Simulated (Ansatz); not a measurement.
**MgBH5: geometry relaxation (part 2 of 3)**

Continued. System: MgBH5 (P4/mmm, 7 atoms in the cell). Method: DFT, PBEsol, plane waves, PAW, no spin polarisation (Ansatz 0.2.0); cutoff 420 eV, 6×6×4 k-mesh, Fermi–Dirac smearing of 0.03 eV. The structure was built on a prototype by a generator; it need not be a known phase.

Geometry of the input (Å; fractional positions):
```
3.4684  0.0000  0.0000
0.0000  3.4684  0.0000
0.0000  0.0000  6.1405
Mg 0.5000  0.5000  0.0000
B  0.0000  0.0000  0.5000
H  0.0000  0.5000  0.2964
H  0.0000  0.5000  0.7036
H  0.5000  0.0000  0.2964
H  0.5000  0.0000  0.7036
H  0.0000  0.0000  0.0000
```

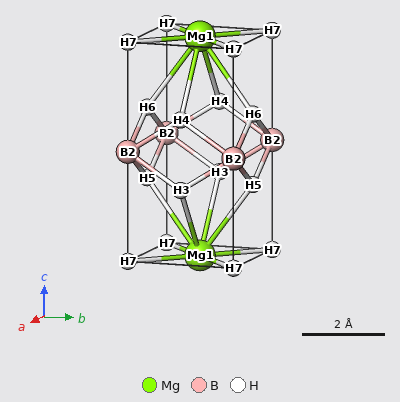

Figure 1. The geometry at step 7 of the log (ball-and-stick view of the cell of the calculation, seen slightly off an axis; atoms are numbered from 1 in the order of the input).

**The program's output, continued**
```
SCF iter   1: F=—  HF=-2138.600333 eV  |F-HF|=—  |Δ(HF+E_count)|=         —  Δρ=9.59e-3  dr2=4.26e-2  ethr=2.36e-4  ⟨swp⟩=1.2  Hψ=3137  notcnv=0
preconditioner: auto → none  [insulator: Δε(μ)=0.325 eV  Ē_g=10.521 eV  σ=0.030 eV  W_gap=0.80  n_scr=8 (ndim 8)  ℏωp=16.7 eV  f_vac=0.000  D(μ)=0.78/eV (n_scr^D=2)  ε∞_Penn≈3.5]
SCF iter   2: F=—  HF=-2138.589035 eV  |F-HF|=—  |Δ(HF+E_count)|=   1.13e-2  Δρ=3.89e-3  dr2=5.73e-3  ethr=2.36e-4  ⟨swp⟩=2.0  Hψ=744  notcnv=0
SCF iter   3: F=—  HF=-2138.588233 eV  |F-HF|=—  |Δ(HF+E_count)|=   8.02e-4  Δρ=5.62e-4  dr2=4.15e-4  ethr=3.18e-5  ⟨swp⟩=2.0  Hψ=635  notcnv=0
SCF iter   4: F=—  HF=-2138.588245 eV  |F-HF|=—  |Δ(HF+E_count)|=   1.23e-5  Δρ=4.26e-4  dr2=3.22e-4  ethr=2.31e-6  ⟨swp⟩=2.0  Hψ=611  notcnv=0
SCF iter   5: F=—  HF=-2138.588167 eV  |F-HF|=—  |Δ(HF+E_count)|=   7.85e-5  Δρ=8.51e-5  dr2=4.78e-6  ethr=1.79e-6  ⟨swp⟩=1.4  Hψ=520  notcnv=0
SCF iter   6: F=-2138.588167 eV  HF=-2138.588167 eV  |F-HF|=7.42e-8  |Δ(HF+E_count)|=   1.73e-9  Δρ=1.69e-5  dr2=6.97e-8  ethr=3.89e-9  ⟨swp⟩=4.4  Hψ=1306  notcnv=0
SCF 4 converged in 6 iterations: F = -2138.588167 eV  dr2 = 6.97e-8
relax step   4: F+E_penalty+E_count = -2138.58816694 eV  Δ(F+E_penalty+E_count) = -1.030e0 eV  max|allowed force component| = 4.834e-1 eV/Å  Δτ_max = 0.0748 Å  P = -14.581 GPa  Ω = 49.333 Å³  energy of the carried Pulay correction = +2.164e-2 eV  (6 SCF iters, dr2 threshold 7.00e-7 eV, accepted)
Crystal: 7 atoms, lattice volume = 43.017 Å³
Basis set: ecut = 420 eV, 855 PW (Γ), exchange–correlation on 48×48×90 points (8 copies of the dense FFT grid, shifted against one another)
iter 1 solved again at ethr=2.86e-4 eV; its pass at ethr=3.10e-3 eV (dr2=5.14e-2 eV) is discarded
SCF iter   1: F=—  HF=-2139.128306 eV  |F-HF|=—  |Δ(HF+E_count)|=         —  Δρ=1.16e-2  dr2=5.16e-2  ethr=2.86e-4  ⟨swp⟩=1.3  Hψ=3141  notcnv=0
preconditioner: auto → none  [insulator: Δε(μ)=0.346 eV  Ē_g=11.658 eV  σ=0.030 eV  W_gap=0.52  n_scr=8 (ndim 8)  ℏωp=17.9 eV  f_vac=0.000  D(μ)=0.49/eV (n_scr^D=2)  ε∞_Penn≈3.4]
SCF iter   2: F=—  HF=-2139.113945 eV  |F-HF|=—  |Δ(HF+E_count)|=   1.44e-2  Δρ=4.65e-3  dr2=6.87e-3  ethr=2.86e-4  ⟨swp⟩=2.1  Hψ=731  notcnv=0
SCF iter   3: F=—  HF=-2139.112798 eV  |F-HF|=—  |Δ(HF+E_count)|=   1.15e-3  Δρ=1.02e-3  dr2=8.49e-4  ethr=3.81e-5  ⟨swp⟩=2.0  Hψ=737  notcnv=0
SCF iter   4: F=—  HF=-2139.112639 eV  |F-HF|=—  |Δ(HF+E_count)|=   1.59e-4  Δρ=2.86e-4  dr2=1.41e-4  ethr=4.72e-6  ⟨swp⟩=1.9  Hψ=694  notcnv=0  defer=1
SCF iter   5: F=—  HF=-2139.112602 eV  |F-HF|=—  |Δ(HF+E_count)|=   3.64e-5  Δρ=7.96e-5  dr2=3.96e-6  ethr=7.84e-7  ⟨swp⟩=1.6  Hψ=515  notcnv=0  defer=1
SCF iter   6: F=-2139.112602 eV  HF=-2139.112602 eV  |F-HF|=1.95e-8  |Δ(HF+E_count)|=   2.76e-8  Δρ=1.35e-5  dr2=7.20e-8  ethr=3.89e-9  ⟨swp⟩=4.3  Hψ=1296  notcnv=0
SCF 5 converged in 6 iterations: F = -2139.112602 eV  dr2 = 7.20e-8
relax step   5: F+E_penalty+E_count = -2139.11260228 eV  Δ(F+E_penalty+E_count) = -5.244e-1 eV  max|allowed force component| = 1.628e-1 eV/Å  Δτ_max = 0.0547 Å  P = -4.984 GPa  Ω = 43.017 Å³  energy of the carried Pulay correction = +2.868e-2 eV  (6 SCF iters, dr2 threshold 7.00e-7 eV, accepted)
Crystal: 7 atoms, lattice volume = 40.465 Å³
Basis set: ecut = 420 eV, 791 PW (Γ), exchange–correlation on 48×48×90 points (8 copies of the dense FFT grid, shifted against one another)
iter 1 solved again at ethr=8.05e-5 eV; its pass at ethr=3.10e-3 eV (dr2=1.45e-2 eV) is discarded
SCF iter   1: F=—  HF=-2139.150329 eV  |F-HF|=—  |Δ(HF+E_count)|=         —  Δρ=6.23e-3  dr2=1.45e-2  ethr=8.05e-5  ⟨swp⟩=1.5  Hψ=2995  notcnv=0
preconditioner: auto → none  [insulator: Δε(μ)=0.285 eV  Ē_g=12.190 eV  σ=0.030 eV  W_gap=0.55  n_scr=8 (ndim 8)  ℏωp=18.5 eV  f_vac=0.000  D(μ)=0.55/eV (n_scr^D=2)  ε∞_Penn≈3.3]
SCF iter   2: F=—  HF=-2139.146730 eV  |F-HF|=—  |Δ(HF+E_count)|=   3.60e-3  Δρ=2.90e-3  dr2=2.93e-3  ethr=8.05e-5  ⟨swp⟩=2.0  Hψ=680  notcnv=0
SCF iter   3: F=—  HF=-2139.146016 eV  |F-HF|=—  |Δ(HF+E_count)|=   7.14e-4  Δρ=2.30e-4  dr2=1.75e-5  ethr=1.63e-5  ⟨swp⟩=2.0  Hψ=707  notcnv=0
SCF iter   4: F=—  HF=-2139.146014 eV  |F-HF|=—  |Δ(HF+E_count)|=   1.22e-6  Δρ=4.37e-5  dr2=7.88e-7  ethr=9.70e-8  ⟨swp⟩=1.9  Hψ=570  notcnv=0
iter 5 did not close the SCF: its close was put off for the readings that it lacked (scf_convergence_deferred on its scf_iter line)
SCF iter   5: F=-2139.146014 eV  HF=-2139.146014 eV  |F-HF|=3.08e-9  |Δ(HF+E_count)|=   1.03e-8  Δρ=4.94e-6  dr2=3.01e-9  ethr=4.38e-9  ⟨swp⟩=1.9  Hψ=527  notcnv=0
SCF iter   6: F=-2139.146014 eV  HF=-2139.146014 eV  |F-HF|=2.36e-11  |Δ(HF+E_count)|=   3.32e-9  Δρ=5.40e-7  dr2=3.98e-11  ethr=1.67e-11  ⟨swp⟩=1.7  Hψ=1301  notcnv=0
SCF 6 converged in 6 iterations: F = -2139.146014 eV  dr2 = 3.98e-11
relax step   6: F+E_penalty+E_count = -2139.14601435 eV  Δ(F+E_penalty+E_count) = -3.341e-2 eV  max|allowed force component| = 1.866e-1 eV/Å  Δτ_max = 0.0348 Å  P = +1.419 GPa  Ω = 40.465 Å³  energy of the carried Pulay correction = +3.174e-2 eV  (6 SCF iters, dr2 threshold 7.00e-7 eV, accepted)
Crystal: 7 atoms, lattice volume = 40.947 Å³
Basis set: ecut = 420 eV, 807 PW (Γ), exchange–correlation on 48×48×90 points (8 copies of the dense FFT grid, shifted against one another)
iter 1 solved again at ethr=9.35e-6 eV; its pass at ethr=3.10e-3 eV (dr2=1.68e-3 eV) is discarded
SCF iter   1: F=—  HF=-2139.154535 eV  |F-HF|=—  |Δ(HF+E_count)|=         —  Δρ=1.94e-3  dr2=1.66e-3  ethr=9.35e-6  ⟨swp⟩=1.6  Hψ=2660  notcnv=0
preconditioner: auto → none  [insulator: Δε(μ)=0.376 eV  Ē_g=12.052 eV  σ=0.030 eV  W_gap=0.53  n_scr=8 (ndim 8)  ℏωp=18.4 eV  f_vac=0.000  D(μ)=0.51/eV (n_scr^D=2)  ε∞_Penn≈3.3]
SCF iter   2: F=—  HF=-2139.154155 eV  |F-HF|=—  |Δ(HF+E_count)|=   3.80e-4  Δρ=7.52e-4  dr2=2.85e-4  ethr=9.24e-6  ⟨swp⟩=2.0  Hψ=638  notcnv=0
SCF iter   3: F=—  HF=-2139.154119 eV  |F-HF|=—  |Δ(HF+E_count)|=   3.51e-5  Δρ=4.27e-4  dr2=1.01e-4  ethr=1.58e-6  ⟨swp⟩=1.9  Hψ=535  notcnv=0
SCF iter   4: F=—  HF=-2139.154101 eV  |F-HF|=—  |Δ(HF+E_count)|=   1.87e-5  Δρ=1.05e-4  dr2=2.99e-6  ethr=5.63e-7  ⟨swp⟩=1.5  Hψ=510  notcnv=0
SCF iter   5: F=-2139.154101 eV  HF=-2139.154101 eV  |F-HF|=1.32e-8  |Δ(HF+E_count)|=   1.73e-7  Δρ=1.13e-5  dr2=2.83e-8  ethr=3.89e-9  ⟨swp⟩=4.0  Hψ=1287  notcnv=0
SCF 7 converged in 5 iterations: F = -2139.154101 eV  dr2 = 2.83e-8
relax step   7: F+E_penalty+E_count = -2139.15410088 eV  Δ(F+E_penalty+E_count) = -8.087e-3 eV  max|allowed force component| = 2.142e-2 eV/Å  Δτ_max = 0.0191 Å  P = -0.245 GPa  Ω = 40.947 Å³  energy of the carried Pulay correction = +3.115e-2 eV  (5 SCF iters, dr2 threshold 7.00e-7 eV, accepted)
Crystal: 7 atoms, lattice volume = 40.872 Å³
iter 1 solved again at ethr=2.31e-7 eV; its pass at ethr=3.10e-3 eV (dr2=4.15e-5 eV) is discarded
SCF iter   1: F=—  HF=-2139.154440 eV  |F-HF|=—  |Δ(HF+E_count)|=         —  Δρ=2.53e-4  dr2=4.20e-5  ethr=2.31e-7  ⟨swp⟩=2.1  Hψ=2884  notcnv=0
preconditioner: auto → none  [insulator: Δε(μ)=0.392 eV  Ē_g=12.065 eV  σ=0.030 eV  W_gap=0.56  n_scr=8 (ndim 8)  ℏωp=18.4 eV  f_vac=0.000  D(μ)=0.54/eV (n_scr^D=2)  ε∞_Penn≈3.3]
SCF iter   2: F=—  HF=-2139.154428 eV  |F-HF|=—  |Δ(HF+E_count)|=   1.18e-5  Δρ=1.03e-4  dr2=3.26e-6  ethr=2.31e-7  ⟨swp⟩=1.5  Hψ=506  notcnv=0
iter 3 did not close the SCF: its close was put off for the readings that it lacked (scf_convergence_deferred on its scf_iter line)
SCF iter   3: F=-2139.154427 eV  HF=-2139.154427 eV  |F-HF|=4.72e-8  |Δ(HF+E_count)|=   9.16e-7  Δρ=2.76e-5  dr2=1.82e-7  ethr=1.81e-8  ⟨swp⟩=1.3  Hψ=500  notcnv=0
iter 4 did not close the SCF: its close was put off for the readings that it lacked (scf_convergence_deferred on its scf_iter line)
SCF iter   4: F=-2139.154427 eV  HF=-2139.154427 eV  |F-HF|=4.49e-10  |Δ(HF+E_count)|=   3.28e-8  Δρ=1.85e-6  dr2=1.41e-9  ethr=1.01e-9  ⟨swp⟩=1.6  Hψ=529  notcnv=0
iter 5 did not close the SCF: its close was put off for the readings that it lacked (scf_convergence_deferred on its scf_iter line)
SCF iter   5: F=-2139.154427 eV  HF=-2139.154427 eV  |F-HF|=1.36e-11  |Δ(HF+E_count)|=  2.18e-10  Δρ=1.99e-7  dr2=2.03e-11  ethr=7.82e-12  ⟨swp⟩=2.1  Hψ=623  notcnv=0
SCF iter   6: F=-2139.154427 eV  HF=-2139.154427 eV  |F-HF|=1.82e-12  |Δ(HF+E_count)|=  5.46e-12  Δρ=3.78e-8  dr2=2.01e-13  ethr=1.00e-12  ⟨swp⟩=1.0  Hψ=1080  notcnv=0
SCF 8 converged in 6 iterations: F = -2139.154427 eV  dr2 = 2.01e-13
relax step   8: F+E_penalty+E_count = -2139.15442706 eV  Δ(F+E_penalty+E_count) = -3.262e-4 eV  max|allowed force component| = 1.312e-2 eV/Å  Δτ_max = 0.0022 Å  P = -0.148 GPa  Ω = 40.872 Å³  energy of the carried Pulay correction = +3.124e-2 eV  (6 SCF iters, dr2 threshold 3.37e-7 eV, accepted)
Crystal: 7 atoms, lattice volume = 40.784 Å³
iter 1 solved again at ethr=1.34e-7 eV; its pass at ethr=3.10e-3 eV (dr2=2.42e-5 eV) is discarded
SCF iter   1: F=—  HF=-2139.154634 eV  |F-HF|=—  |Δ(HF+E_count)|=         —  Δρ=2.35e-4  dr2=2.43e-5  ethr=1.34e-7  ⟨swp⟩=2.0  Hψ=2550  notcnv=0
preconditioner: auto → none  [insulator: Δε(μ)=0.407 eV  Ē_g=12.079 eV  σ=0.030 eV  W_gap=0.57  n_scr=8 (ndim 8)  ℏωp=18.4 eV  f_vac=0.000  D(μ)=0.55/eV (n_scr^D=2)  ε∞_Penn≈3.3]
SCF iter   2: F=—  HF=-2139.154627 eV  |F-HF|=—  |Δ(HF+E_count)|=   7.05e-6  Δρ=1.05e-4  dr2=3.04e-6  ethr=1.34e-7  ⟨swp⟩=1.4  Hψ=517  notcnv=0
SCF iter   3: F=—  HF=-2139.154626 eV  |F-HF|=—  |Δ(HF+E_count)|=   8.07e-7  Δρ=2.02e-5  dr2=9.63e-8  ethr=1.69e-8  ⟨swp⟩=1.8  Hψ=566  notcnv=0
iter 4 did not close the SCF: its close was put off for the readings that it lacked (scf_convergence_deferred on its scf_iter line)
SCF iter   4: F=-2139.154626 eV  HF=-2139.154626 eV  |F-HF|=4.82e-11  |Δ(HF+E_count)|=   1.34e-8  Δρ=1.83e-6  dr2=7.74e-10  ethr=5.35e-10  ⟨swp⟩=2.0  Hψ=592  notcnv=0
iter 5 did not close the SCF: its close was put off for the readings that it lacked (scf_convergence_deferred on its scf_iter line)
SCF iter   5: F=-2139.154626 eV  HF=-2139.154626 eV  |F-HF|=2.27e-12  |Δ(HF+E_count)|=  1.27e-10  Δρ=2.55e-7  dr2=9.97e-12  ethr=4.30e-12  ⟨swp⟩=2.5  Hψ=747  notcnv=0
SCF iter   6: F=-2139.154626 eV  HF=-2139.154626 eV  |F-HF|=9.09e-13  |Δ(HF+E_count)|=  2.73e-12  Δρ=3.88e-8  dr2=1.98e-13  ethr=1.00e-12  ⟨swp⟩=1.0  Hψ=1081  notcnv=0
SCF 9 converged in 6 iterations: F = -2139.154626 eV  dr2 = 1.98e-13
relax step   9: F+E_penalty+E_count = -2139.15462646 eV  Δ(F+E_penalty+E_count) = -1.994e-4 eV  max|allowed force component| = 9.856e-6 eV/Å  Δτ_max = 0.0024 Å  P = +0.002 GPa  Ω = 40.784 Å³  energy of the carried Pulay correction = +3.135e-2 eV  (6 SCF iters, dr2 threshold 8.04e-8 eV, accepted)
Basis set: ecut = 420 eV, 791 PW (Γ), exchange–correlation on 40×40×80 points (8 copies of the dense FFT grid, shifted against one another)
Initial wavefunctions: pseudopotential atomic-orbital guess (no wavefunctions were taken with the density)
iter 1 solved again at ethr=1.17e-7 eV; its pass at ethr=3.10e-3 eV (dr2=2.11e-5 eV) is discarded
SCF iter   1: F=—  HF=-2139.144812 eV  |F-HF|=—  |Δ(HF+E_count)|=         —  Δρ=7.29e-4  dr2=1.96e-5  ethr=1.17e-7  ⟨swp⟩=3.0  Hψ=3710  notcnv=0
preconditioner: auto → none  [insulator: Δε(μ)=0.406 eV  Ē_g=12.079 eV  σ=0.030 eV  W_gap=0.57  n_scr=8 (ndim 8)  ℏωp=18.4 eV  f_vac=0.000  D(μ)=0.55/eV (n_scr^D=2)  ε∞_Penn≈3.3]
SCF iter   2: F=—  HF=-2139.144870 eV  |F-HF|=—  |Δ(HF+E_count)|=   5.74e-5  Δρ=3.68e-4  dr2=4.88e-6  ethr=1.09e-7  ⟨swp⟩=1.0  Hψ=480  notcnv=0
SCF iter   3: F=—  HF=-2139.144896 eV  |F-HF|=—  |Δ(HF+E_count)|=   2.69e-5  Δρ=5.73e-6  dr2=7.77e-9  ethr=2.71e-8  ⟨swp⟩=2.0  Hψ=627  notcnv=0
SCF iter   4: F=—  HF=-2139.144896 eV  |F-HF|=—  |Δ(HF+E_count)|=   5.02e-7  Δρ=1.30e-6  dr2=2.82e-10  ethr=4.31e-11  ⟨swp⟩=2.2  Hψ=706  notcnv=0
iter 5 did not close the SCF: its close was put off for the readings that it lacked (scf_convergence_deferred on its scf_iter line)
SCF iter   5: F=-2139.144896 eV  HF=-2139.144896 eV  |F-HF|=4.09e-12  |Δ(HF+E_count)|=  2.22e-10  Δρ=2.05e-7  dr2=1.18e-11  ethr=1.57e-12  ⟨swp⟩=2.2  Hψ=603  notcnv=0
SCF iter   6: F=-2139.144896 eV  HF=-2139.144896 eV  |F-HF|=9.09e-13  |Δ(HF+E_count)|=  1.82e-12  Δρ=2.14e-8  dr2=1.10e-13  ethr=1.00e-12  ⟨swp⟩=2.2  Hψ=1358  notcnv=0
SCF 10 converged in 6 iterations: F = -2139.144896 eV  dr2 = 1.10e-13
relax step  10: F+E_penalty+E_count = -2139.14489593 eV  Δ(F+E_penalty+E_count) = +9.731e-3 eV  max|allowed force component| = 1.087e-3 eV/Å  Δτ_max = 0.0000 Å  P = -0.167 GPa  Ω = 40.784 Å³  stress off target by 1.72e-1 GPa  SCF on the basis re-selected at this cell (its energy is not comparable with the rows above)  (6 SCF iters)
basis re-selected at this cell: Δ(F+E_penalty+E_count) = +9.731e-3 eV, ΔP = -0.169 GPa vs the last step (what re-selecting the basis moved, of the pressure what is left beyond the Pulay correction that the steps carried, after the strain that the cell walked since its last selection, with what the two solves' SCF thresholds leave and, on support functions, any second-order correction that the steps lacked; it is no measure of the basis error at this ecutwfc). The dense FFT grid was sized anew with the basis: this SCF ran on 20×20×40 points, the steps before it on 24×24×45, so part of this shift can come from that change (see relax.cell in the input reference). This SCF's stress stands 1.72e-1 GPa from its target on what of the cell is left free (relax.cell.stress_tol is 5.00e-2 GPa) and its largest allowed force component is 1.09e-3 eV/Å (relax.f_tol is 1.00e-2 eV/Å): not within both, so this SCF does not close the relaxation
Crystal: 7 atoms, lattice volume = 40.707 Å³
iter 1 solved again at ethr=5.66e-8 eV; its pass at ethr=3.10e-3 eV (dr2=1.02e-5 eV) is discarded
```
